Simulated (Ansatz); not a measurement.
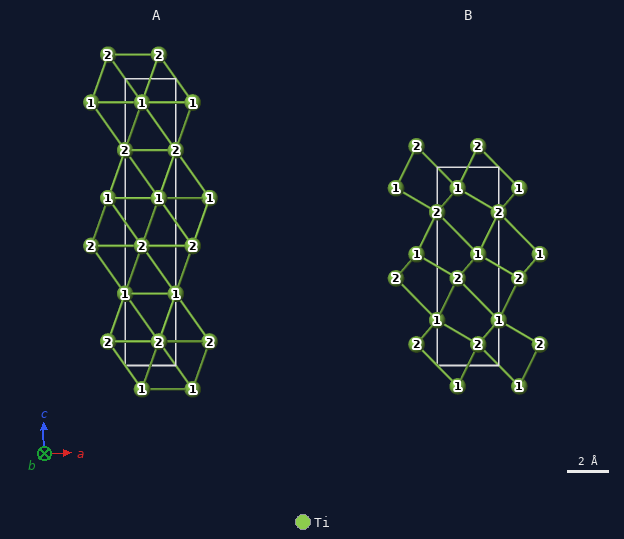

Two geometries of crystalline Ti (built on the grey arsenic (A7)_166 type) (coarse preliminary run), drawn at one scale. One is the start of a relaxation, the other its converged end. A ball-and-stick model of the conventional cell (3 times the calculation's cell), seen along the b axis. Lengths and directions refer to the drawn axes.

Method: Ansatz 0.2.0, DFT r2SCAN, scalar-relativistic, plane waves, PAW. Set-up: plane-wave cutoff 500 eV; k-point mesh 6 × 6 × 6; occupations gaussian; smearing width 0.1 eV; no spin polarisation; cell and atoms relaxed; force threshold 0.04 eV/Å; at most 70 steps.

Which one is relaxed?

Structure A is the relaxed one. Case: grey arsenic (A7) type (R-3m, No. 166). After 14 accepted moves (16 points after the start) the energy has fallen by 1211 meV per atom. The largest force component goes from 3.4 to 0.00012 eV/Å. Pressure: 0.32 GPa at the start and 0.02 GPa at the end. The SCF was repeated twice at an unchanged geometry on a basis and grid sized afresh for the cell, which shifted the energy by 37.2 meV per atom at most. The largest moves relative to the cell, 0.32 Å, are those of Ti1 and Ti2. Ti2 goes along −c. Cell: a = b 3.539 → 2.907 Å (−17.8 %), c 9.843 → 14.247 Å (+44.7 %). Volume −2.3 %. Some distances before and after: Ti1–Ti1 3.539 → 2.907 Å, Ti1–Ti2 2.369 → 2.908 Å, Ti1–Ti2 (another image) 2.917 → 2.908 Å. Among the angles between lasting bonds that change: Ti2–Ti1–Ti2 96.7° → 60.0°, Ti2–Ti1–Ti2 93.4° → 120.0°, Ti2–Ti1–Ti2 164.8° → 180.0°. The space group (tolerance 0.01 Å) goes from R-3m (No. 166) to Fm-3m (No. 225). The run took about 40 core-seconds on a shared host.
